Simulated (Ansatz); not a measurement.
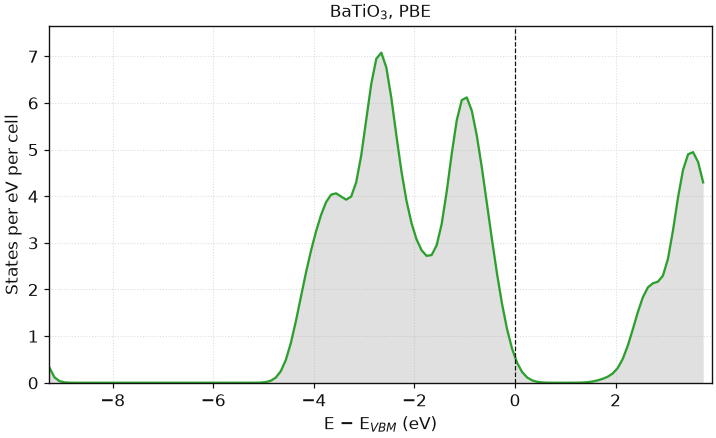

Density of states. Energies are counted from the top of the valence band. The DOS curve is built from the levels of the k mesh with Gaussians 0.55 eV wide, which also blur the band edges; ripples of that width can come from the mesh.

System: BaTiO$_{3}$, space group P4mm (No. 99), 5 atoms in the cell, relaxed with r2SCAN.

```cif
data_structure
_symmetry_space_group_name_H-M 'P 1'
_symmetry_Int_Tables_number 1
_cell_length_a 3.9724
_cell_length_b 3.9724
_cell_length_c 4.1122
_cell_angle_alpha 90.000
_cell_angle_beta 90.000
_cell_angle_gamma 90.000
_cell_volume 64.89
loop_
_atom_site_label
_atom_site_type_symbol
_atom_site_fract_x
_atom_site_fract_y
_atom_site_fract_z
_atom_site_occupancy
Ba1 Ba 0.00000 0.00000 0.99564 1
Ti1 Ti 0.50000 0.50000 0.47753 1
O1 O 0.50000 0.50000 0.03455 1
O2 O 0.50000 0.00000 0.51764 1
O3 O 0.00000 0.50000 0.51764 1
```

Method: PBE, Ansatz PAW set, no spin polarisation, no spin-orbit coupling, 6×6×6 k mesh, 420 eV cutoff (Ansatz 0.2.0).

Metal or insulator, going by the density of states?

Answer. There is a gap; over the k points computed it is 1.87 eV (indirect; the smallest direct gap on the k mesh is 2.33 eV).

LDA, GGA and most meta-GGA functionals understate gaps. The cell is at 3 GPa in this functional.
